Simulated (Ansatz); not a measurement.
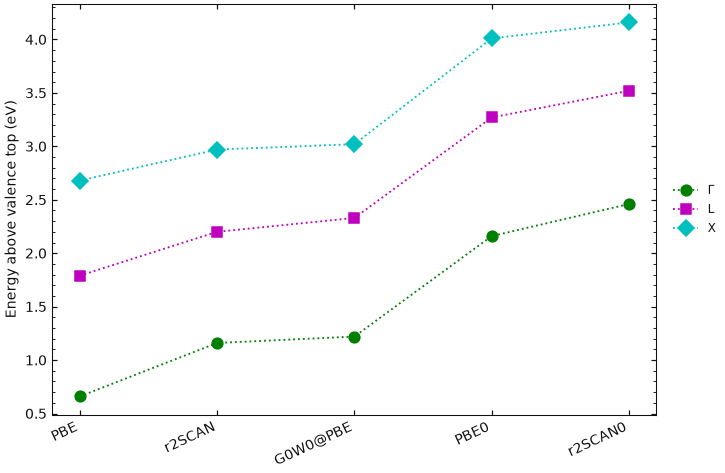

Lowest conduction level at each named k point, counted from the valence-band top at Γ, by several methods on one cell of zincblende CdTe, space group F-43m, 2 atoms in the primitive cell, relaxed with r2SCAN; cubic a = 6.560 Å. All runs are without spin-orbit coupling and carry no moments.

```
  method  program  Γ (eV)  L (eV)  X (eV)
     PBE   Ansatz    0.66    1.79    2.68
  r2SCAN   Ansatz    1.16    2.20    2.97
G0W0@PBE   Ansatz    1.22    2.33    3.02
    PBE0   Ansatz    2.16    3.27    4.01
 r2SCAN0   Ansatz    2.46    3.52    4.16
```

> What does G0W0@r2SCAN give? It was run as: r2SCAN, Ansatz PAW set, 4×4×4 k mesh, 500 eV cutoff, fixed occupations (Ansatz 0.2.0), G0W0 with empty bands 386, screening cutoff 180 eV and frequency treatment contour deformation.

It starts from r2SCAN, whose row gives 1.16 eV at Γ. G0W0@r2SCAN gives 1.55 eV at Γ, 2.67 eV at L and 3.32 eV at X, which is +0.39 eV from r2SCAN at Γ.

> Does G0W0@r2SCAN shift these levels rigidly from r2SCAN?

The shifts are +0.39 eV at Γ, +0.47 eV at L and +0.35 eV at X: a spread of 0.12 eV on a mean of 0.40 eV, so one shift describes them only roughly. Over all 5 corrected points, named or not, the shifts from that run's own start go from +0.37 to +0.57 eV.

> How do the methods rank at Γ?

From low to high: PBE 0.66, r2SCAN 1.16, G0W0@PBE 1.22, G0W0@r2SCAN 1.55, PBE0 2.16, r2SCAN0 2.46 eV. Too close to rank are r2SCAN against G0W0@PBE (different meshes and cutoffs).

Settings. PBE: Ansatz PAW set, 6×6×6 k mesh, 420 eV cutoff, Fermi-Dirac smearing of 0.02 eV (Ansatz 0.2.0). r2SCAN: Ansatz PAW set, 6×6×6 k mesh, 500 eV cutoff, fixed occupations (Ansatz 0.2.0). G0W0@PBE: PBE, Ansatz PAW set, 4×4×4 k mesh, 420 eV cutoff, fixed occupations (Ansatz 0.2.0), G0W0 with empty bands 210, screening cutoff 120 eV and frequency treatment contour deformation. PBE0: Ansatz PAW set, 4×4×4 k mesh, 420 eV cutoff, fixed occupations (Ansatz). r2SCAN0: Ansatz PAW set, 4×4×4 k mesh, 500 eV cutoff, fixed occupations (Ansatz).

These are six of the 11 methods that were run on this cell. Spin-orbit coupling is left out, which matters for Te. r2SCAN, G0W0@r2SCAN, PBE0 and r2SCAN0: the PAW data sets were made with another functional. LDA, GGA and most meta-GGA functionals understate gaps. G0W0@PBE and G0W0@r2SCAN: the filled d shell of Cd makes such GW gaps lie low. G0W0@PBE and G0W0@r2SCAN: the k mesh is thin for GW. PBE0 and r2SCAN0: the k mesh is thin for exact exchange. G0W0@PBE: the GW screening of so narrow a gap isn't settled on this k mesh. The GW runs differ in bands or cutoffs. The GW values are at finite bands, cutoffs and mesh, short of the basis limit.
